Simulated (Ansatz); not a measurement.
# Σ9 (221) boundary in fcc Ir with O (interstitial): structure and resistance, part 2 of 2

Wanted: what the Σ9 (221) boundary in fcc Ir with O (interstitial) costs an interconnect.

Ansatz 0.2.0; Ansatz plane-wave DFT, PBE, PAW files; relaxation of a bicrystal slab with its lowest layers held; PAW set soft_1 (the session's first sound run).

So far: Starting point; Relaxing the bicrystal.

## 2. Relaxing the bicrystal (continued)

The steps of the relaxation:

```
step  energy less that of the first step (eV)  largest force component (eV/Å)
   1                                   0.0000                          1.9667
   2                                  -0.5360                          1.5912
   3                                  -0.7435                          0.3149
   4                                  -0.8691                          0.2589
   5                                  -1.0347                          0.4183
   6                                  -1.0921                          0.8699
   7                                  -1.3107                          0.6493
   8                                  -1.5402                          0.4846
   9                                  -1.6391                          0.7245
  10                                  -1.6377                          0.6415
  11                                  -1.7088                          0.2166
  12                                  -1.7438                          0.1158
  13                                  -1.7607                          0.1485
  14                                  -1.7621                          0.1321
  15                                  -1.7620                          0.0520
  16                                  -1.7621                          0.1322
  17                                  -1.7620                          0.0519
  18                                  -1.7633                          0.0118
```

Relaxation steps 10, 15, 17 were tried and not accepted.

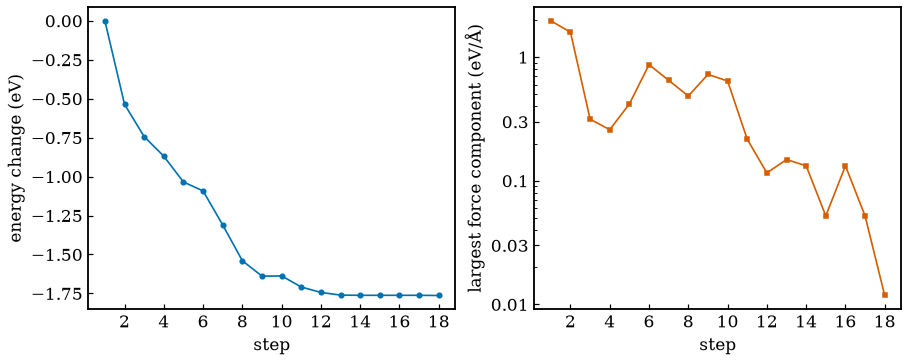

Energy and largest force along the relaxation.

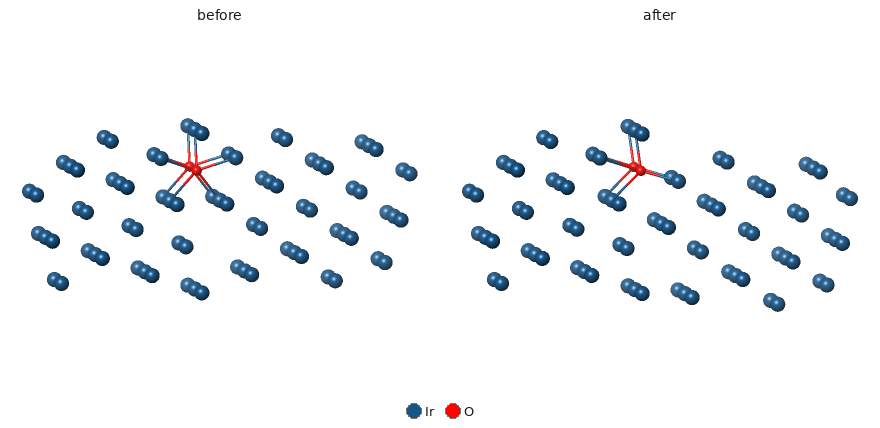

Before and after, at one scale. Bonds to atoms that aren't drawn are left out.

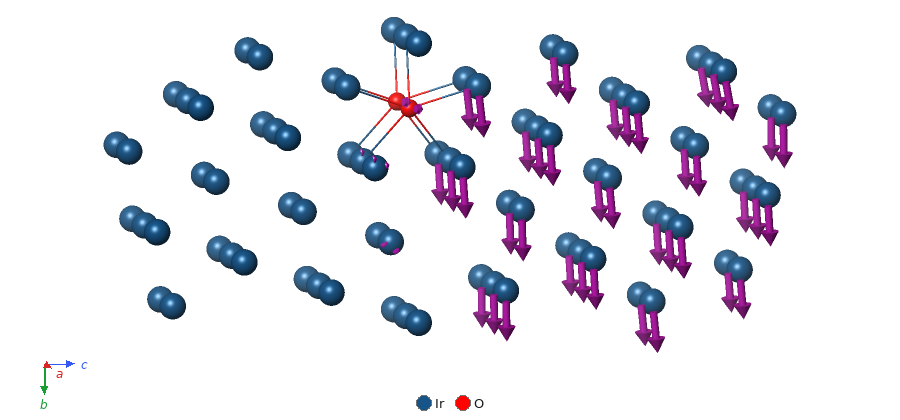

Displacements in the relaxation, scaled; the longest in the cell stands for 1.30 Å. Bonds to atoms that aren't drawn are left out. 2×1×1 cells are drawn. Some periodic images of atoms are drawn too.

The atoms that moved most (Å):

```
atom      dx     dy     dz  length
Ir31  -0.185  1.285  0.049   1.299
Ir17  -0.256  1.227  0.175   1.266
Ir26  -0.185  1.221  0.112   1.240
Ir25  -0.183  1.213  0.149   1.236
Ir19  -0.176  1.215  0.062   1.229
Ir23  -0.179  1.203  0.135   1.224
Ir30  -0.186  1.204  0.097   1.222
Ir20  -0.202  1.195  0.116   1.217
```

Final coordinates:

```cif
data_structure
_symmetry_space_group_name_H-M 'P 1'
_symmetry_Int_Tables_number 1
_cell_length_a 2.7149
_cell_length_b 8.1446
_cell_length_c 30.1970
_cell_angle_alpha 90.000
_cell_angle_beta 90.000
_cell_angle_gamma 90.000
_cell_volume 667.70
loop_
_atom_site_label
_atom_site_type_symbol
_atom_site_fract_x
_atom_site_fract_y
_atom_site_fract_z
_atom_site_occupancy
Ir1 Ir 0.50000 0.38889 0.16558 1
Ir2 Ir 0.00000 0.66667 0.18677 1
Ir3 Ir 0.50000 0.94444 0.20796 1
Ir4 Ir 0.00000 0.22222 0.22915 1
Ir5 Ir 0.50000 0.50000 0.25034 1
Ir6 Ir 0.99846 0.77765 0.27150 1
Ir7 Ir 0.49967 0.05707 0.29190 1
Ir8 Ir 0.00266 0.33437 0.31388 1
Ir9 Ir 0.50497 0.60862 0.33638 1
Ir10 Ir 0.99768 0.88762 0.35564 1
Ir11 Ir 0.50611 0.16379 0.37562 1
Ir12 Ir 0.00862 0.44146 0.40225 1
Ir13 Ir 0.48888 0.73302 0.42172 1
Ir14 Ir 0.01091 0.00375 0.44139 1
O15 O 0.20761 0.25347 0.44884 1
Ir16 Ir 0.95280 0.59239 0.48677 1
Ir17 Ir 0.40585 0.31733 0.51042 1
Ir18 Ir 0.93318 0.03421 0.52735 1
Ir19 Ir 0.43516 0.76031 0.54908 1
Ir20 Ir 0.92570 0.48004 0.57203 1
Ir21 Ir 0.43233 0.19872 0.59304 1
Ir22 Ir 0.93386 0.92392 0.61373 1
Ir23 Ir 0.43401 0.64769 0.63626 1
Ir24 Ir 0.93075 0.36770 0.65737 1
Ir25 Ir 0.43264 0.09342 0.67910 1
Ir26 Ir 0.93187 0.81655 0.69905 1
Ir27 Ir 0.43147 0.53532 0.71976 1
Ir28 Ir 0.93181 0.25404 0.74559 1
Ir29 Ir 0.43110 0.97585 0.76301 1
Ir30 Ir 0.93161 0.70332 0.78334 1
Ir31 Ir 0.43184 0.43558 0.80292 1
```

Numbers from this step:

- free energy: -358661.0146 eV
- energy at zero smearing: -358660.4680 eV
- Fermi energy: 14.57 eV

The largest force component on a free atom ends at 0.012 eV/Å, under the tolerance of 0.03, after 18 steps.

## 3. Transmission across the boundary

This step: Ansatz plane-wave DFT, PBE, PAW files; ballistic transport by layer matching (Landauer), zero bias; boundary relaxed in a short slab, bulk layers laid on; PAW set soft_1 (Ansatz 0.2.0).

System of this step: Σ9 (221) boundary in fcc Ir with O (interstitial). The cell holds 68 atoms: 67 Ir and 1 O. Cell: a = 2.715 Å, b = 8.145 Å, c = 51.009 Å, α = 90.0°, β = 90.0°, γ = 90.0°. It derives from Ir. Regions: lower grain, 27 atoms (27 Ir); boundary, 19 atoms (18 Ir and 1 O); upper grain, 22 atoms (22 Ir). Vacuum lies along c.

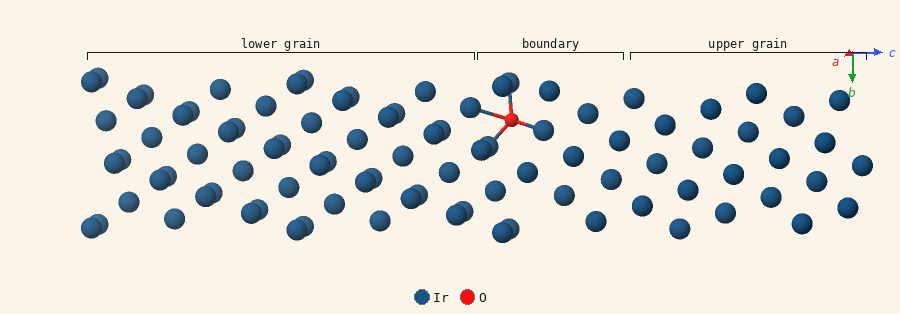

The cell of this step (iridium blue, oxygen red). Bonds to atoms that aren't drawn are left out. Some periodic images of atoms are drawn too.

input.yaml reads:

```yaml
crystal:
  lattice:
    - [2.7148657757, 0.0, 0.0]
    - [0.0, 8.1445973271, 0.0]
    - [0.0, 0.0, 51.0086984281]
  atoms:
    - { symbol: Ir, position: [-17.9999999993, -9.9999999999, 0.0784179978] }
    - { symbol: Ir, position: [-17.4999999993, -9.7222222222, 0.090962917] }
    - { symbol: Ir, position: [-16.9999999993, -9.4444444444, 0.1035078362] }
    - { symbol: Ir, position: [-16.4999999994, -9.1666666666, 0.1160527554] }
    - { symbol: Ir, position: [-15.9999999994, -8.8888888888, 0.1285976746] }
    - { symbol: Ir, position: [-15.4999999994, -8.6111111111, 0.1411425938] }
    - { symbol: Ir, position: [-14.9999999994, -8.3333333333, 0.1536875129] }
    - { symbol: Ir, position: [-14.4999999994, -8.0555555555, 0.1662324321] }
    - { symbol: Ir, position: [-13.9999999995, -7.7777777777, 0.1787773513] }
    - { symbol: Ir, position: [-13.4999999995, -7.5, 0.1913222705] }
    - { symbol: Ir, position: [-12.9999999995, -7.2222222222, 0.2038671897] }
    - { symbol: Ir, position: [-12.4999999995, -6.9444444444, 0.2164121089] }
    - { symbol: Ir, position: [-11.9999999995, -6.6666666666, 0.2289570281] }
    - { symbol: Ir, position: [-11.4999999995, -6.3888888889, 0.2415019473] }
    - { symbol: Ir, position: [-10.9999999996, -6.1111111111, 0.2540468665] }
    - { symbol: Ir, position: [-10.4999999996, -5.8333333333, 0.2665917857] }
    - { symbol: Ir, position: [-9.9999999996, -5.5555555555, 0.2791367049] }
    - { symbol: Ir, position: [-9.4999999996, -5.2777777778, 0.2916816241] }
    - { symbol: Ir, position: [-8.9999999996, -5.0, 0.3042265433] }
    - { symbol: Ir, position: [-8.4999999997, -4.7222222222, 0.3167714625] }
    - { symbol: Ir, position: [-7.9999999997, -4.4444444444, 0.3293163817] }
    - { symbol: Ir, position: [-7.4999999997, -4.1666666667, 0.3418613009] }
    - { symbol: Ir, position: [-6.9999999997, -3.8888888889, 0.3544062201] }
    - { symbol: Ir, position: [-6.4999999997, -3.6111111111, 0.3669511393] }
    - { symbol: Ir, position: [-5.9999999997, -3.3333333333, 0.3794960584] }
    - { symbol: Ir, position: [-5.4999999998, -3.0555555556, 0.3920409776] }
    - { symbol: Ir, position: [-4.9999999998, -2.7777777778, 0.4045858968] }
    - { symbol: Ir, position: [0.5000000002, 0.5, 0.417130816] }
    - { symbol: Ir, position: [-0.0015442721, 0.7776520757, 0.4296587982] }
    - { symbol: Ir, position: [0.4996740878, 0.0570672998, 0.4417315344] }
    - { symbol: Ir, position: [0.0026563299, 0.3343707221, 0.4547471527] }
    - { symbol: Ir, position: [0.504974393, 0.6086231839, 0.4680644558] }
    - { symbol: Ir, position: [-0.0023220532, 0.8876155111, 0.4794665165] }
    - { symbol: Ir, position: [0.506111492, 0.1637931475, 0.491294814] }
    - { symbol: Ir, position: [0.0086164046, 0.441462469, 0.5070574794] }
    - { symbol: Ir, position: [0.4888750768, 0.7330223737, 0.5185851919] }
    - { symbol: Ir, position: [0.0109098002, 0.0037535401, 0.5302329051] }
    - { symbol: O, position: [0.2076099211, 0.2534745038, 0.5346378481] }
    - { symbol: Ir, position: [-0.0472010882, 0.5923883273, 0.5570960114] }
    - { symbol: Ir, position: [0.4058543858, 0.3173337571, 0.5710971081] }
    - { symbol: Ir, position: [-0.066815159, 1.0342071427, 0.5811178873] }
    - { symbol: Ir, position: [0.4351576173, 0.7603058027, 0.5939833905] }
    - { symbol: Ir, position: [-0.0742984966, 0.4800364674, 0.6075706444] }
    - { symbol: Ir, position: [0.4323269418, 0.1987241092, 0.6200093688] }
    - { symbol: Ir, position: [-0.0661428028, 0.9239180633, 0.6322542789] }
    - { symbol: Ir, position: [0.4340061826, 0.6476924891, 0.6455937799] }
    - { symbol: Ir, position: [-5.0659938174, -2.6300852887, 0.6581386991] }
    - { symbol: Ir, position: [-5.5659938174, -2.9078630665, 0.6706836183] }
    - { symbol: Ir, position: [-6.0659938174, -3.1856408443, 0.6832285375] }
    - { symbol: Ir, position: [-6.5659938174, -3.463418622, 0.6957734567] }
    - { symbol: Ir, position: [-7.0659938174, -3.7411963998, 0.7083183759] }
    - { symbol: Ir, position: [-7.5659938173, -4.0189741776, 0.7208632951] }
    - { symbol: Ir, position: [-8.0659938173, -4.2967519554, 0.7334082143] }
    - { symbol: Ir, position: [-8.5659938173, -4.5745297331, 0.7459531335] }
    - { symbol: Ir, position: [-9.0659938173, -4.8523075109, 0.7584980527] }
    - { symbol: Ir, position: [-9.5659938173, -5.1300852887, 0.7710429719] }
    - { symbol: Ir, position: [-10.0659938172, -5.4078630665, 0.7835878911] }
    - { symbol: Ir, position: [-10.5659938172, -5.6856408442, 0.7961328103] }
    - { symbol: Ir, position: [-11.0659938172, -5.963418622, 0.8086777295] }
    - { symbol: Ir, position: [-11.5659938172, -6.2411963998, 0.8212226487] }
    - { symbol: Ir, position: [-12.0659938172, -6.5189741776, 0.8337675679] }
    - { symbol: Ir, position: [-12.5659938172, -6.7967519553, 0.8463124871] }
    - { symbol: Ir, position: [-13.0659938171, -7.0745297331, 0.8588574062] }
    - { symbol: Ir, position: [-13.5659938171, -7.3523075109, 0.8714023254] }
    - { symbol: Ir, position: [-14.0659938171, -7.6300852887, 0.8839472446] }
    - { symbol: Ir, position: [-14.5659938171, -7.9078630664, 0.8964921638] }
    - { symbol: Ir, position: [-15.0659938171, -8.1856408442, 0.909037083] }
    - { symbol: Ir, position: [-15.565993817, -8.463418622, 0.9215820022] }
kpoints:
  mp_grid: { grid: [9, 3, 1] }
hamiltonian:
  xc: pbe
  pseudopotentials: { kind: paw, azcp: { folder: soft_1 } }
scf:
  occupations: { method: fermi_dirac, width: 0.1 }
output:
  transmission:
    leads: [[14, 15], [55, 56]]
    kmesh: [24, 8]
    e_range: [-0.1, 0.1]
    de: 0.05
  write_potential: true
  write_density: true
  volumetric_format: npy
  elf: true
```

On the command line:

```
$ ansatz run input.yaml --threads 4 --pin off --max-ram 15360MiB --backend cpu --events-out ev --progress --plain --runs-dir out
```

Numbers of over 12 decimals in the logs are rounded to 6 here.

Output:

```text
[...]
Crystal: 68 atoms, lattice volume = 1127.878 Å³
Basis set: ecut = 420 eV, 22257 PW (Γ)
Bands: 687, of which v1, the nominal top of the filled ones, is band 573 counted from 1 (572 counted from 0)
Symmetry: 1 space group operations
[...]
k-points: 14 of 27 (time reversal used)
[...]
SCF iter  12: F=-800323.900965 eV  HF=-800323.900965 eV  |F-HF|=5.89e-8  |Δ(HF+E_count)|=   7.89e-8  Δρ=2.13e-6  dr2=7.78e-8  ethr=8.73e-12  ⟨swp⟩=10.8  Hψ=32288  notcnv=0
SCF 1 converged in 12 iterations: F = -800323.900965 eV  dr2 = 7.78e-8
[...]
transmission: 680 of 6762 steps passed
transmission: 1354 of 6762 steps passed
[...]
transmission: 6762 of 6762 steps passed
WARN: The output density's exchange-correlation potential varies sharply where the density is thin. Do not read a vacuum level from v_tot or v_xc, or from such a field of the output density. On a cell that repeats whose density bears no net charge and no dipole along the vacuum's axis use v_es (v_loc + v_h of the components); under efield.dipole_correction with no amplitude use v_es + v_field, which holds any externa [...]
SCF converged after 12 iterations
Free energy (F): -800323.900965 eV
[...]
Internal energy: -800321.687715 eV  (E = F + TS)
E sigma→0 (E₀):  -800322.794340 eV
Entropy (-TS):   -2.213250 eV (-32.548 meV/atom)
Fermi energy:    20.874516 eV
[...]
--- Band table (eV; the first three rows and the last of 14) ---
  k-point 0: bands = [... 569 lower, 20.4963, 20.5170, 20.5563, 20.5969, 20.6420, 20.6551, 20.6630, 20.6648, ... 110 higher]
  k-point 1: bands = [... 569 lower, 20.3245, 20.3321, 20.3896, 20.4068, 20.4347, 20.4784, 20.4949, 20.5248, ... 110 higher]
  k-point 2: bands = [... 569 lower, 20.3471, 20.3747, 20.4320, 20.4529, 20.4942, 20.5303, 20.6182, 20.6274, ... 110 higher]
  k-point 13: bands = [... 569 lower, 21.6389, 21.6590, 21.6683, 21.6839, 21.6899, 21.7005, 21.7108, 21.7149, ... 110 higher]
--- Transmission ---
  basis      : 199 plane waves across, 69 finite elements along
  points     : 98, standing for a mesh of 24 x 8
  energies   : 5 from -0.100000 to 0.100000 eV about the Fermi level, 0.050000 eV apart; the leads are filled to 0.000000 eV, and channels, transmission and decay are at 0.000000 eV
  crystal 0  : Ir4, at the sites [14, 15], period 2.5596 Å, over 18.56 Å; its Hamiltonian steps by up to 20.8 meV
    offset         : up to 0.0000 Å between an atom of the period and one for which it stands
    channels       : 5.583333e0 a spin
    conductance    : none, the energies end too early or step too widely for 300 K: set another output.transmission.e_range or a lower de, or, where they end at an eighth of basis.ecutwfc, a higher one
[...]
channels       : 5.562500e0 a spin
[...]
junction   : crystal 0 to crystal 1, 13.28 to 37.73 Å
    transmission   : 2.578920e0 a spin
[...]
```

It took 45 min on 4 threads of Arm Neoverse V1, shared host; peak memory 12 GiB.

This run has no spin polarisation although its electron count is odd.

This step gave:

| Quantity | Value |
| --- | --- |
| free energy | -800323.9010 eV |
| energy at zero smearing | -800322.7943 eV |
| Fermi energy | 20.87 eV |
| cell area | 22.11 Å² |
| transmission per spin nearest the Fermi level | 2.579 |
| open channels per spin nearest the Fermi level | 5.583 |
| open channels per spin, upper lead | 5.562 |
| step of the lead's potential | 20.8 meV |
| step of the upper lead's potential | 20 meV |

Per spin. The transmission, zone mean by energy, zero at the Fermi level:

| energy (eV) | transmission, zone mean |
| --- | --- |
| -0.1000 | 2.53 |
| -0.0500 | 2.57 |
| 0.0000 | 2.58 |
| 0.0500 | 2.64 |
| 0.1000 | 2.67 |

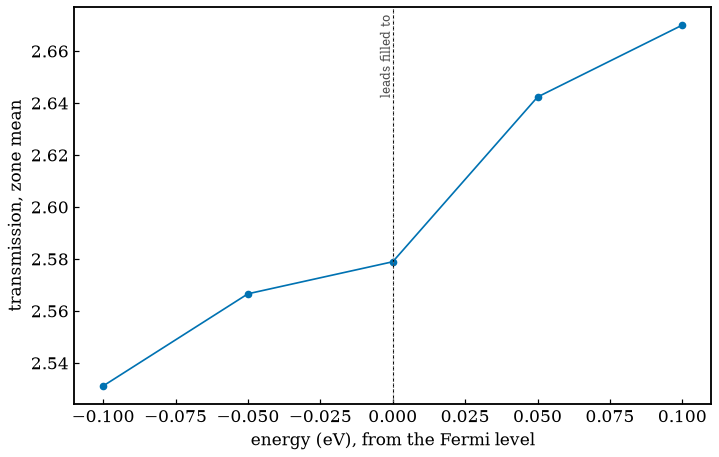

Transmission, zone mean against energy.

Per spin. Open channels, zone mean against energy, zero at the Fermi level:

```csv
energy (eV),lead,upper lead
-0.1000,5.49,5.49
-0.0500,5.58,5.58
0.0000,5.58,5.56
0.0500,5.72,5.71
0.1000,5.78,5.78
```

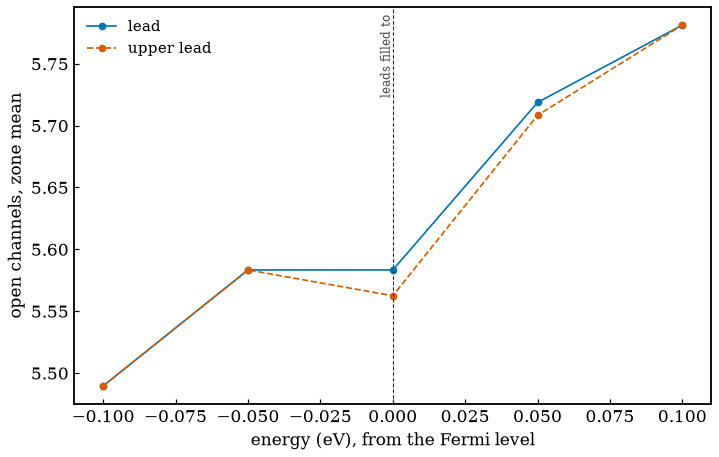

Open channels, zone mean against energy.

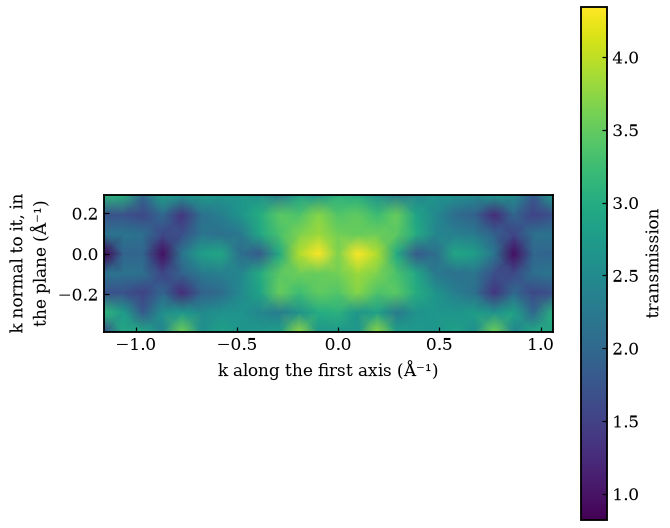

Transmission over k1 and k2. At 0.0000 eV from the Fermi level.

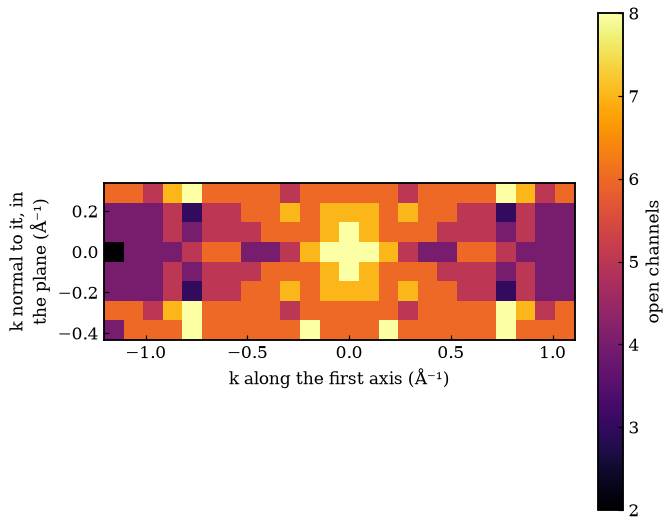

Open channels over k1 and k2. At 0.0000 eV from the Fermi level.

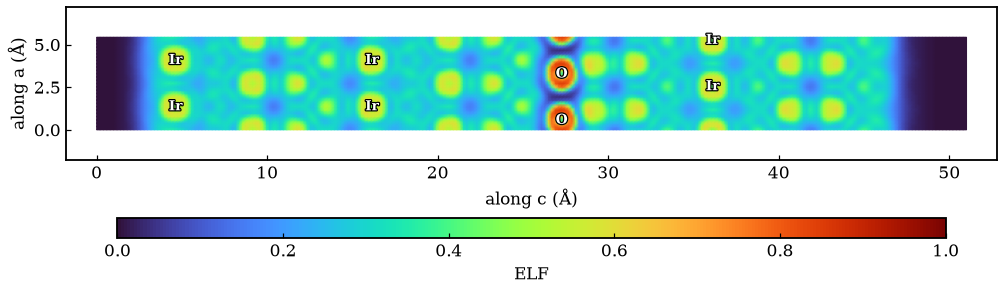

ELF in the ca plane at fractional y = 0.259, with atoms of Ir and O within 0.2 Å of it. It is the smooth field of the valence electrons, not physical close to the nuclei.

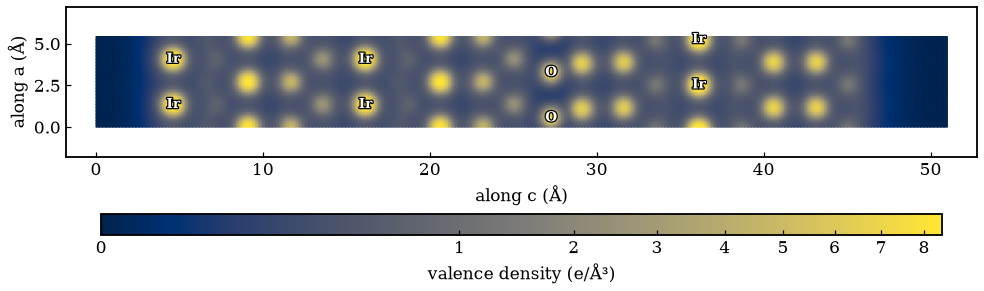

Valence density in the ca plane at fractional y = 0.259, with atoms of Ir and O within 0.2 Å of it. It is the smooth field of the valence electrons, not physical close to the nuclei. The colour scale is stretched toward low values.

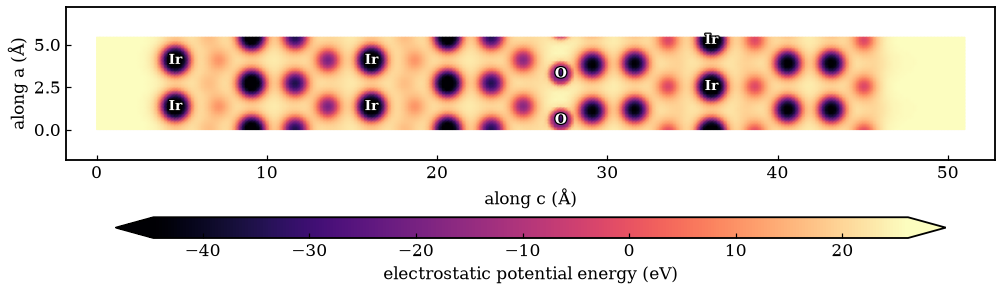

Electrostatic potential energy in the ca plane at fractional y = 0.259, with atoms of Ir and O within 0.2 Å of it. With pseudopotentials it is smooth inside the atoms' cores, unlike the true potential.

Over the solved energies the transmission per spin lies between 2.53 and 2.67, out of 5.63 channels of the lead on average (up to 5.78).

## 4. Specific resistance

This step: Ansatz plane-wave DFT, PBE, PAW files; ballistic transport by layer matching (Landauer), zero bias; specific resistance of the boundary; PAW set soft_1 (Ansatz 0.2.0).

This step gave:

* area resistance: 0.5915 fΩ m²
* T over the leads' mean channel count: 0.4616

Averaged over the energies near the Fermi level, 46.2 % of the channels pass, which makes 0.591 fΩ m².

By hand, with T and the leads' channels N averaged over the energies near the Fermi level: RA = A (h/2e²)(1/T − ½[1/N₁ + 1/N₂]) = 22.11×10⁻²⁰ m² × 12 906 Ω × (1/2.598 − ½[1/5.631 + 1/5.625]) = 0.591 fΩ m².

## 5. Summary of results

| Quantity | Value |
| --- | --- |
| specific resistance of the boundary | 0.591 fΩ m² |
| share of channels that pass | 0.462 |

In words: The boundary has a specific resistance of 0.59 fΩ m². The boundary reflects 54 % of the channels; 0.59 fΩ m² is 5.9×10⁻¹² Ω·cm². One O in 22.1 Å² of boundary is a high coverage. In the relaxation the upper grain slid sideways by about 1.2 Å, so the result belongs to the position that it found, not to the starting one. One starting structure was relaxed; another shift or atom count at the boundary may lie lower. Spin-orbit coupling is left out, which matters for Ir.

[Logs are printed without paths, hosts, clocks, repeated set-up lines and the standing remarks that a program may print on its own settings, such as how far it seeks lower states.]

[Hosts, paths, dates, database ids (printed as entryN), source tags and the programs' standing remarks are cut or masked in the printed files.]
